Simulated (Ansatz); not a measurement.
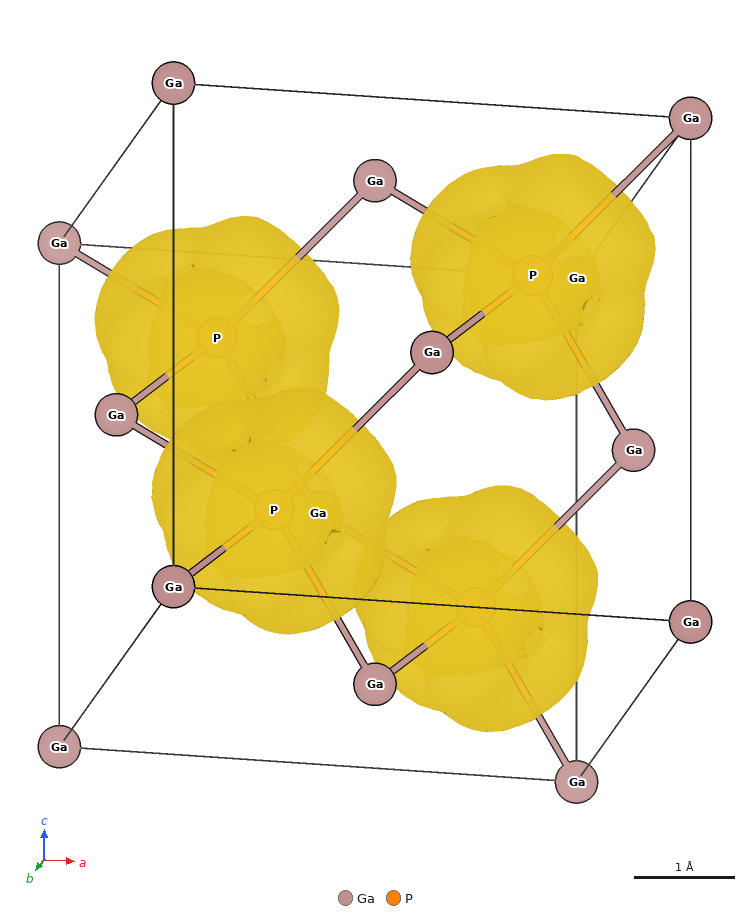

The picture shows: GaP. Isosurface of the electron localisation function at 0.7 (yellow), seen at an oblique angle. Core shells and regions of very low density are left out. Sticks mark near contacts.

Space group F-43m; computed pressure about 6 GPa in this cell.

Method: Ansatz 0.2.0, DFT PBEsol, scalar-relativistic, plane waves, PAW.

In a PAW calculation such maps are meaningful between the atoms, not at the nuclei.

```xyz
8
Lattice="5.3282 0.0000 0.0000 0.0000 0.0000 -5.3282 0.0000 5.3282 0.0000" Properties=species:S:1:pos:R:3 pbc="T T T"
Ga    2.6641    0.0000   -2.6641
Ga    0.0000    2.6641   -2.6641
Ga    0.0000    0.0000    0.0000
Ga    2.6641    2.6641    0.0000
P     3.9962    1.3321   -3.9962
P     1.3321    3.9962   -3.9962
P     1.3321    1.3321   -1.3321
P     3.9962    3.9962   -1.3321
```

**Where are the electrons localised?**

At this value the surface marks out four regions on P in which the atom's valence shell and bonds are merged, counted in one cell of 8 atoms. Regions shared between cells count once. Along the contacts the grid gives the following. Ga–P (2.31 Å): the ELF peaks at about 0.90 in the valence shell of P, 0.8 Å from its nucleus, and is about 0.75 at the midpoint.

**Metal or insulator at this level of theory?**

It is gapped, with a Kohn–Sham gap of 1.4 eV on the k-point mesh (the band edges may lie off the mesh, which would make the gap smaller).
